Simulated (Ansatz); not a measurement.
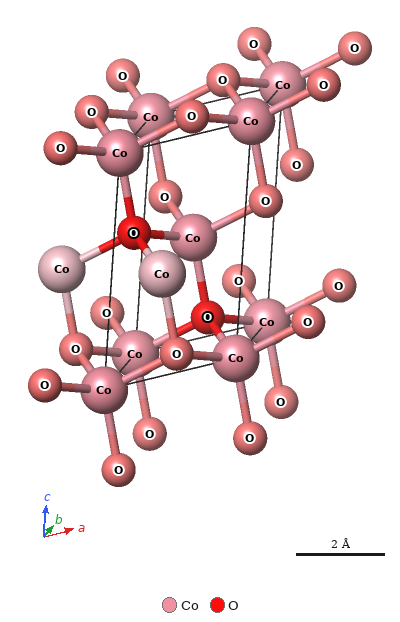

Figure 1. The structure as given in the input (ball-and-stick view of the reduced cell, seen slightly off an axis; neighbours outside the cell are drawn fainter). Near neighbours in the crystal (not all of them lie inside the picture): Co has 4 O at 1.91 to 1.96 Å; O has 4 Co at 1.91 to 1.96 Å.

Geometry relaxation, with input and output: CoO (part 1 of 3)

The run: geometry relaxation of CoO (R3m, 4 atoms in the cell). Method and program: DFT PBE, scalar-relativistic, plane waves, PAW, spin-polarised (Ansatz 0.2.0).

The structure derives from a Materials Project entry. Figures and captions count atoms from 1; the log counts them from 0 in places.

What the program printed:
```
basis.fft_grid_basis auto: the FFT boxes are laid along the combinations [[1, -1, 0], [0, 1, 0], [0, -1, 1]] of the cell's own vectors, 3.204, 5.456 and 3.204 Å long. The dense box has 24×40×24 points. Along the cell's own vectors, as sized, it would have 40×40×40, 2.78 times as many. Of the 6 symmetry operations that the crystal satisfies within crystal.symmetry.tolerance (time reversal apart; of a slab, those that keep its plane) the dense box along the cell's own vectors carries 6, and the one as laid loses 4 of those. basis.fft_grid_basis: typed keeps the cell's own vectors: state it where this run's energies or levels are differenced outside the engine with another run's, or held beside a run that keeps those vectors. Those combinations have planes normal to reciprocal vector 3, as the cell's own vectors have. Each planar average written beside output.write_density, output.write_potential has a row for each plane of the box: 24. The volumetric files lie along those combinations, not along the cell's own vectors: a cube or XSF file states them, and fields.json those of NumPy files.
Engine: ansatz 0.2.0, x86_64-unknown-linux-gnu
Pseudopotentials: kind: paw
Pseudopotential: Co, paw, valence charge 17, recommended cutoff 420 eV (normal), Co.paw.azcp
Pseudopotential: O, paw, valence charge 6, recommended cutoff 420 eV (normal), O.paw.azcp
Functional definition: PBE
  parameter kappa = 0.804
  parameter beta = 0.06672455060314922
  exchange = pbe_x(kappa = kappa, mu = beta*pi^2/3)
  correlation = pbe_c(beta = beta)
Crystal: 4 atoms, lattice volume = 45.646 Å³
Basis set: ecut = 420 eV, 911 PW (Γ), FFT grids on a1−a2, a2, −a2+a3, exchange–correlation on 48×80×48 points (8 copies of the dense FFT grid, shifted against one another)
Bands: 31, of which v1, the nominal top of the filled ones, is band 23 counted from 1 (22 counted from 0)
Symmetry: 6 space group operations
Space group: R3m (ITA 160), of the structure as read, at distance tolerance 3.6e-5 Å
Magnetic group: BNS 160.65 (UNI 1295), of the structure as read, at distance tolerance 3.6e-5 Å
k-points: 344 of 3375 (time reversal used)
Non-local potential: Co, projectors of the file, l = 0: 3, l = 1: 2, l = 2: 3, l = 3: 1
Non-local potential: O, projectors of the file, l = 0: 2, l = 1: 2, l = 2: 1
PAW form: soft (Blöchl's): semilocal exchange-correlation on the pseudo side does not see the compensation charge
PAW one-centre angular grid: Co, 590 points (default); XC on 64 Gauss nodes
PAW one-centre angular grid: O, 110 points (default); XC on 64 Gauss nodes
Initial density: superposition of atomic densities (chi_scale 0.1, normalization cell, long waves kept (reshape's long-wave potential 0.00 eV rms))
Starting moments: Σ|m| = 4.86 μB on 4 of 4 sites
Starting magnetic order: compensated ferrimagnet; no operation exchanges its spin sublattices
Initial wavefunctions: pseudopotential atomic-orbital guess
Functional: x = pbe(κ = 0.804, μ = 0.2195149727645171), c = pbe(β = 0.06672455060314922)
SCF iter   1: F=—  HF=-11381.569089 eV  |F-HF|=—  |Δ(HF+E_count)|=         —  Δρ=1.02e-1 (↑1.02e-1 ↓1.02e-1)  dr2=1.41e1  dr2_m=1.47e-1  M=-0.000 μB ∫|m|=4.389 μB  β_m=0.30  ethr=3.10e-3  ⟨swp⟩=5.0  Hψ=79586  notcnv=0
Mixer restart at iter 1: flushing history
preconditioner: auto → Kerker (q_TF=auto, 2.732 Å⁻¹)  [metal: Δε(μ)=0.000 eV  Ē_g=10.697 eV  σ=0.010 eV  W_gap=0.01  n_scr=16 (ndim 8)  ℏωp=30.1 eV  f_vac=0.000  D(μ)=6.08/eV (n_scr^D=98)]
spin=Collinear: Kerker preconditioning applied to the charge; magnetization (m = ρ↑ − ρ↓) channel mixes plain (no charge-response kernel on spin).
SCF iter   2: F=—  HF=-11382.098343 eV  |F-HF|=—  |Δ(HF+E_count)|=   5.29e-1  Δρ=4.32e-2 (↑4.31e-2 ↓4.32e-2)  dr2=2.76e0  dr2_m=9.21e-2  M=-0.001 μB ∫|m|=4.462 μB  β_m=0.39  ethr=3.10e-3  ⟨swp⟩=3.0  Hψ=49484  notcnv=0  defer=1998
SCF iter   3: F=—  HF=-11383.666982 eV  |F-HF|=—  |Δ(HF+E_count)|=    1.57e0  Δρ=2.24e-2 (↑2.24e-2 ↓2.24e-2)  dr2=4.67e-1  dr2_m=5.08e-2  M=-0.001 μB ∫|m|=4.562 μB  β_m=0.64  ethr=3.10e-3  ⟨swp⟩=2.1  Hψ=33358  notcnv=0  defer=1996
SCF iter   4: F=—  HF=-11384.860456 eV  |F-HF|=—  |Δ(HF+E_count)|=    1.19e0  Δρ=1.71e-2 (↑1.71e-2 ↓1.70e-2)  dr2=2.39e-1  dr2_m=3.49e-2  M=-0.001 μB ∫|m|=4.740 μB  β_m=0.82  ethr=1.01e-3  ⟨swp⟩=2.1  Hψ=36955  notcnv=0  defer=1982
SCF iter   5: F=—  HF=-11385.039303 eV  |F-HF|=—  |Δ(HF+E_count)|=         —  Δρ=8.87e-3 (↑8.41e-3 ↓8.87e-3)  dr2=5.13e-2  dr2_m=2.01e-2  M=-0.000 μB ∫|m|=4.924 μB  β_m=0.82  ethr=5.19e-4  ⟨swp⟩=2.0  Hψ=33447  notcnv=0  defer=1982
Mixer restart at iter 5: flushing history
SCF iter   6: F=—  HF=-11385.049612 eV  |F-HF|=—  |Δ(HF+E_count)|=   1.03e-2  Δρ=3.88e-3 (↑3.88e-3 ↓3.37e-3)  dr2=1.14e-2  dr2_m=2.72e-3  M=0.000 μB ∫|m|=4.942 μB  β_m=0.91  ethr=1.12e-4  ⟨swp⟩=2.0  Hψ=40673  notcnv=0  defer=1977
SCF iter   7: F=—  HF=-11385.052471 eV  |F-HF|=—  |Δ(HF+E_count)|=   2.86e-3  Δρ=2.38e-3 (↑2.38e-3 ↓2.30e-3)  dr2=6.09e-3  dr2_m=3.31e-5  M=-0.000 μB ∫|m|=4.944 μB  β_m=0.81  ethr=2.47e-5  ⟨swp⟩=2.3  Hψ=36310  notcnv=0  defer=1977
SCF iter   8: F=—  HF=-11385.051815 eV  |F-HF|=—  |Δ(HF+E_count)|=   6.55e-4  Δρ=1.30e-3 (↑1.30e-3 ↓1.25e-3)  dr2=2.06e-3  dr2_m=6.11e-6  M=0.000 μB ∫|m|=4.947 μB  β_m=0.73  ethr=1.32e-5  ⟨swp⟩=2.5  Hψ=41409  notcnv=0  defer=1977
SCF iter   9: F=—  HF=-11385.051807 eV  |F-HF|=—  |Δ(HF+E_count)|=   8.42e-6  Δρ=5.10e-4 (↑5.10e-4 ↓5.00e-4)  dr2=3.88e-4  dr2_m=3.71e-6  M=0.000 μB ∫|m|=4.945 μB  β_m=0.84  ethr=4.48e-6  ⟨swp⟩=2.0  Hψ=28713  notcnv=0  defer=1977
SCF iter  10: F=—  HF=-11385.051970 eV  |F-HF|=—  |Δ(HF+E_count)|=   1.63e-4  Δρ=5.43e-4 (↑3.80e-4 ↓5.43e-4)  dr2=1.91e-4  dr2_m=3.50e-6  M=0.000 μB ∫|m|=4.944 μB  β_m=0.66  ethr=8.43e-7  ⟨swp⟩=2.0  Hψ=40758  notcnv=0  defer=1977
SCF iter  11: F=—  HF=-11385.051941 eV  |F-HF|=—  |Δ(HF+E_count)|=   2.86e-5  Δρ=1.11e-4 (↑1.11e-4 ↓9.50e-5)  dr2=6.83e-6  dr2_m=4.82e-7  M=0.000 μB ∫|m|=4.944 μB  β_m=0.83  ethr=4.16e-7  ⟨swp⟩=2.1  Hψ=35156  notcnv=0  defer=1977
SCF iter  12: F=—  HF=-11385.051823 eV  |F-HF|=—  |Δ(HF+E_count)|=   1.18e-4  Δρ=3.57e-5 (↑3.57e-5 ↓3.55e-5)  dr2=1.05e-6  dr2_m=5.98e-8  M=0.000 μB ∫|m|=4.945 μB  β_m=0.91  ethr=1.48e-8  ⟨swp⟩=2.0  Hψ=37096  notcnv=0  defer=1977
SCF iter  13: F=—  HF=-11385.051823 eV  |F-HF|=—  |Δ(HF+E_count)|=   4.10e-8  Δρ=7.22e-6 (↑7.22e-6 ↓5.58e-6)  dr2=4.66e-8  dr2_m=1.17e-9  M=0.000 μB ∫|m|=4.944 μB  β_m=0.96  ethr=2.29e-9  ⟨swp⟩=2.2  Hψ=34680  notcnv=0  defer=1977
SCF iter  14: F=-11385.051823 eV  HF=-11385.051823 eV  |F-HF|=2.19e-8  |Δ(HF+E_count)|=   1.89e-8  Δρ=4.46e-6 (↑4.46e-6 ↓4.16e-6)  dr2=2.66e-8  dr2_m=2.13e-10  M=0.000 μB ∫|m|=4.944 μB  ethr=1.01e-10  ⟨swp⟩=11.1  Hψ=141370  notcnv=0
SCF 1 converged in 14 iterations: F = -11385.051823 eV  dr2 = 2.66e-8
  greatest PAW one-centre occupation: 1.003 electrons in one spin orbital (limit 2), on the Co atom at site 1 (counted from 0), in its partial waves of l = 1
relax step   1: F+E_penalty+E_count = -11385.05182344 eV  Δ(F+E_penalty+E_count) = +0.000e0 eV  max|allowed force component| = 1.403e-1 eV/Å  Δτ_max = 0.0000 Å  P = -0.891 GPa  Ω = 45.646 Å³  (14 SCF iters, dr2 threshold 1.00e-7 eV, accepted)
Crystal: 4 atoms, lattice volume = 45.528 Å³
Basis set: ecut = 420 eV, 905 PW (Γ), FFT grids on a1−a2, a2, −a2+a3, exchange–correlation on 48×80×48 points (8 copies of the dense FFT grid, shifted against one another)
Initial density: handed on by an earlier stage of this run
Starting moments: Σ|m| = 4.86 μB on 4 of 4 sites; this step starts from the density that it was given
Initial wavefunctions: those handed on with the density
iter 1 solved again at ethr=3.20e-8 eV; its pass at ethr=3.10e-3 eV (dr2=1.47e-5 eV) is discarded
SCF iter   1: F=—  HF=-11385.053769 eV  |F-HF|=—  |Δ(HF+E_count)|=         —  Δρ=4.74e-4 (↑4.74e-4 ↓4.59e-4)  dr2=2.26e-5  dr2_m=7.59e-5  M=0.000 μB ∫|m|=4.932 μB  β_m=0.65  ethr=3.20e-8  ⟨swp⟩=3.0  Hψ=116045  notcnv=0
preconditioner: auto → none  [insulator: Δε(μ)=0.046 eV  Ē_g=11.123 eV  σ=0.010 eV  W_gap=1.00  n_scr=16 (ndim 8)  ℏωp=30.1 eV  f_vac=0.031  D(μ)=0.00/eV (n_scr^D=0)  ε∞_Penn≈8.3]
SCF iter   2: F=—  HF=-11385.053815 eV  |F-HF|=—  |Δ(HF+E_count)|=   4.60e-5  Δρ=2.28e-4 (↑2.15e-4 ↓2.28e-4)  dr2=2.73e-5  dr2_m=1.02e-5  M=0.000 μB ∫|m|=4.932 μB  β_m=0.55  ethr=3.20e-8  ⟨swp⟩=2.0  Hψ=39273  notcnv=0
SCF iter   3: F=—  HF=-11385.053852 eV  |F-HF|=—  |Δ(HF+E_count)|=   3.68e-5  Δρ=1.91e-4 (↑1.91e-4 ↓1.69e-4)  dr2=8.62e-6  dr2_m=8.70e-6  M=0.000 μB ∫|m|=4.931 μB  β_m=0.55  ethr=3.20e-8  ⟨swp⟩=2.0  Hψ=39305  notcnv=0
SCF iter   4: F=—  HF=-11385.053858 eV  |F-HF|=—  |Δ(HF+E_count)|=   6.22e-6  Δρ=4.69e-5 (↑4.17e-5 ↓4.69e-5)  dr2=1.06e-6  dr2_m=4.74e-7  M=0.000 μB ∫|m|=4.930 μB  β_m=0.77  ethr=1.87e-8  ⟨swp⟩=2.1  Hψ=35422  notcnv=0
SCF iter   5: F=—  HF=-11385.053861 eV  |F-HF|=—  |Δ(HF+E_count)|=   3.26e-6  Δρ=2.71e-5 (↑2.71e-5 ↓2.08e-5)  dr2=5.22e-7  dr2_m=4.82e-8  M=-0.000 μB ∫|m|=4.930 μB  β_m=0.68  ethr=2.31e-9  ⟨swp⟩=2.0  Hψ=35426  notcnv=0
SCF iter   6: F=—  HF=-11385.053861 eV  |F-HF|=—  |Δ(HF+E_count)|=   3.24e-9  Δρ=1.65e-5 (↑9.96e-6 ↓1.65e-5)  dr2=1.65e-7  dr2_m=1.99e-8  M=0.000 μB ∫|m|=4.930 μB  β_m=0.60  ethr=1.13e-9  ⟨swp⟩=2.0  Hψ=36808  notcnv=0
SCF iter   7: F=-11385.053861 eV  HF=-11385.053861 eV  |F-HF|=5.74e-8  |Δ(HF+E_count)|=   4.99e-9  Δρ=9.54e-6 (↑4.84e-6 ↓9.54e-6)  dr2=6.71e-8  dr2_m=6.57e-9  M=0.000 μB ∫|m|=4.930 μB  ethr=3.59e-10  ⟨swp⟩=6.0  Hψ=116906  notcnv=0
SCF 2 converged in 7 iterations: F = -11385.053861 eV  dr2 = 6.71e-8
[... from here on the iterations of each SCF are left out, up to the last one ...]
relax step   2: F+E_penalty+E_count = -11385.05386110 eV  Δ(F+E_penalty+E_count) = -2.038e-3 eV  max|allowed force component| = 1.072e-1 eV/Å  Δτ_max = 0.0002 Å  P = -0.541 GPa  Ω = 45.528 Å³  energy of the carried Pulay correction = +4.869e-4 eV  (7 SCF iters, dr2 threshold 4.00e-7 eV, accepted)
Crystal: 4 atoms, lattice volume = 45.362 Å³
Basis set: ecut = 420 eV, 899 PW (Γ), FFT grids on a1−a2, a2, −a2+a3, exchange–correlation on 48×80×48 points (8 copies of the dense FFT grid, shifted against one another)
WARN: the translation (0.5, 0.5, 0.5) carries every atom to within crystal.symmetry.tolerance of an atom of its element with the starting moment reversed, but both spin channels are solved: site 2 translated lies 3.63e-6 (fractional; 3.20e-5 Å) from site 3 (counted from 0 in this solve's list of atoms, which can differ from the deck's where the deck declares a space group, asks for a supercell or sets defects), and one channel is solved only where every such distance is under 5.68e-14 (fractional). A two-channel solve makes about twice the Hamiltonian applications of a one-channel solve. Where the deck types every atom, coordinates typed digit for digit as the partner's plus the translation, between 0 and 1 (0.2553 and 0.7553), lie under that distance; relaxed ones, or ones converted from Cartesian, may not. crystal.symmetry.spin_inversion_symmetry: false solves both channels without this notice (see the input reference for what else it changes)
preconditioner: auto → none  [insulator: Δε(μ)=0.035 eV  Ē_g=11.147 eV  σ=0.010 eV  W_gap=0.98  n_scr=16 (ndim 8)  ℏωp=30.2 eV  f_vac=0.031  D(μ)=0.01/eV (n_scr^D=0)  ε∞_Penn≈8.3]
SCF 3 converged in 8 iterations: F = -11385.055936 eV  dr2 = 9.66e-8
relax step   3: F+E_penalty+E_count = -11385.05593596 eV  Δ(F+E_penalty+E_count) = -2.075e-3 eV  max|allowed force component| = 7.477e-3 eV/Å  Δτ_max = 0.0017 Å  P = -0.029 GPa  Ω = 45.362 Å³  energy of the carried Pulay correction = +1.170e-3 eV  (8 SCF iters, dr2 threshold 4.00e-7 eV, accepted)
Crystal: 4 atoms, lattice volume = 45.348 Å³
the translation (0.5, 0.5, 0.5) carries every atom to within crystal.symmetry.tolerance of an atom of its element with the starting moment reversed, but both spin channels are solved: site 0 translated lies 3.52e-6 (fractional; 3.11e-5 Å) from site 1 (counted from 0 in this solve's list of atoms, which can differ from the deck's where the deck declares a space group, asks for a supercell or sets defects), and one channel is solved only where every such distance is under 5.68e-14 (fractional). A two-channel solve makes about twice the Hamiltonian applications of a one-channel solve. Where the deck types every atom, coordinates typed digit for digit as the partner's plus the translation, between 0 and 1 (0.2553 and 0.7553), lie under that distance; relaxed ones, or ones converted from Cartesian, may not. crystal.symmetry.spin_inversion_symmetry: false solves both channels without this notice (see the input reference for what else it changes)
preconditioner: auto → none  [insulator: Δε(μ)=0.054 eV  Ē_g=11.153 eV  σ=0.010 eV  W_gap=1.00  n_scr=16 (ndim 8)  ℏωp=30.2 eV  f_vac=0.031  D(μ)=0.00/eV (n_scr^D=0)  ε∞_Penn≈8.3]
SCF 4 converged in 8 iterations: F = -11385.056031 eV  dr2 = 5.18e-10
relax step   4: F+E_penalty+E_count = -11385.05603068 eV  Δ(F+E_penalty+E_count) = -9.472e-5 eV  max|allowed force component| = 8.201e-3 eV/Å  Δτ_max = 0.0005 Å  P = +0.023 GPa  Ω = 45.348 Å³  energy of the carried Pulay correction = +1.228e-3 eV  (8 SCF iters, dr2 threshold 1.93e-8 eV, accepted)
Crystal: 4 atoms, lattice volume = 45.360 Å³
the translation (0.5, 0.5, 0.5) carries every atom to within crystal.symmetry.tolerance of an atom of its element with the starting moment reversed, but both spin channels are solved: site 3 translated lies 5.59e-7 (fractional; 4.93e-6 Å) from site 2 (counted from 0 in this solve's list of atoms, which can differ from the deck's where the deck declares a space group, asks for a supercell or sets defects), and one channel is solved only where every such distance is under 5.68e-14 (fractional). A two-channel solve makes about twice the Hamiltonian applications of a one-channel solve. Where the deck types every atom, coordinates typed digit for digit as the partner's plus the translation, between 0 and 1 (0.2553 and 0.7553), lie under that distance; relaxed ones, or ones converted from Cartesian, may not. crystal.symmetry.spin_inversion_symmetry: false solves both channels without this notice (see the input reference for what else it changes)
preconditioner: auto → none  [insulator: Δε(μ)=0.057 eV  Ē_g=11.152 eV  σ=0.010 eV  W_gap=1.00  n_scr=16 (ndim 8)  ℏωp=30.2 eV  f_vac=0.031  D(μ)=0.00/eV (n_scr^D=0)  ε∞_Penn≈8.3]
SCF 5 converged in 8 iterations: F = -11385.056000 eV  dr2 = 7.17e-11
relax step   5: F+E_penalty+E_count = -11385.05599967 eV  Δ(F+E_penalty+E_count) = +3.101e-5 eV  max|allowed force component| = 1.394e-3 eV/Å  Δτ_max = 0.0008 Å  P = -0.003 GPa  Ω = 45.360 Å³  energy of the carried Pulay correction = +1.181e-3 eV  (8 SCF iters, dr2 threshold 4.20e-9 eV, accepted)
Initial wavefunctions: pseudopotential atomic-orbital guess (no wavefunctions were taken with the density)
the translation (0.5, 0.5, 0.5) carries every atom to within crystal.symmetry.tolerance of an atom of its element with the starting moment reversed, but both spin channels are solved: site 3 translated lies 5.59e-7 (fractional; 4.93e-6 Å) from site 2 (counted from 0 in this solve's list of atoms, which can differ from the deck's where the deck declares a space group, asks for a supercell or sets defects), and one channel is solved only where every such distance is under 5.68e-14 (fractional). A two-channel solve makes about twice the Hamiltonian applications of a one-channel solve. Where the deck types every atom, coordinates typed digit for digit as the partner's plus the translation, between 0 and 1 (0.2553 and 0.7553), lie under that distance; relaxed ones, or ones converted from Cartesian, may not. crystal.symmetry.spin_inversion_symmetry: false solves both channels without this notice (see the input reference for what else it changes)
preconditioner: auto → none  [insulator: Δε(μ)=0.055 eV  Ē_g=11.152 eV  σ=0.010 eV  W_gap=1.00  n_scr=16 (ndim 8)  ℏωp=30.2 eV  f_vac=0.031  D(μ)=0.00/eV (n_scr^D=0)  ε∞_Penn≈8.3]
SCF 6 converged in 10 iterations: F = -11385.054908 eV  dr2 = 2.44e-13
relax step   6: F+E_penalty+E_count = -11385.05490760 eV  Δ(F+E_penalty+E_count) = +1.092e-3 eV  max|allowed force component| = 1.320e-3 eV/Å  Δτ_max = 0.0000 Å  P = -0.042 GPa  Ω = 45.360 Å³  stress off target by 9.44e-2 GPa  SCF on the basis re-selected at this cell (its energy is not comparable with the rows above)  (10 SCF iters)
basis re-selected at this cell: Δ(F+E_penalty+E_count) = +1.092e-3 eV, ΔP = -0.039 GPa vs the last step (what re-selecting the basis moved, of the pressure what is left beyond the Pulay correction that the steps carried, after the strain that the cell walked since its last selection, with what the two solves' SCF thresholds leave and, on support functions, any second-order correction that the steps lacked; it is no measure of the basis error at this ecutwfc). This SCF's stress stands 9.44e-2 GPa from its target on what of the cell is left free (relax.cell.stress_tol is 5.00e-2 GPa) and its largest allowed force component is 1.32e-3 eV/Å (relax.f_tol is 5.00e-3 eV/Å): not within both, so this SCF does not close the relaxation
Crystal: 4 atoms, lattice volume = 45.344 Å³
the translation (0.5, 0.5, 0.5) carries every atom to within crystal.symmetry.tolerance of an atom of its element with the starting moment reversed, but both spin channels are solved: site 2 translated lies 6.14e-7 (fractional; 5.42e-6 Å) from site 3 (counted from 0 in this solve's list of atoms, which can differ from the deck's where the deck declares a space group, asks for a supercell or sets defects), and one channel is solved only where every such distance is under 5.68e-14 (fractional). A two-channel solve makes about twice the Hamiltonian applications of a one-channel solve. Where the deck types every atom, coordinates typed digit for digit as the partner's plus the translation, between 0 and 1 (0.2553 and 0.7553), lie under that distance; relaxed ones, or ones converted from Cartesian, may not. crystal.symmetry.spin_inversion_symmetry: false solves both channels without this notice (see the input reference for what else it changes)
preconditioner: auto → none  [insulator: Δε(μ)=0.054 eV  Ē_g=11.154 eV  σ=0.010 eV  W_gap=1.00  n_scr=16 (ndim 8)  ℏωp=30.2 eV  f_vac=0.031  D(μ)=0.00/eV (n_scr^D=0)  ε∞_Penn≈8.3]
SCF 7 converged in 7 iterations: F = -11385.054978 eV  dr2 = 2.55e-9
```
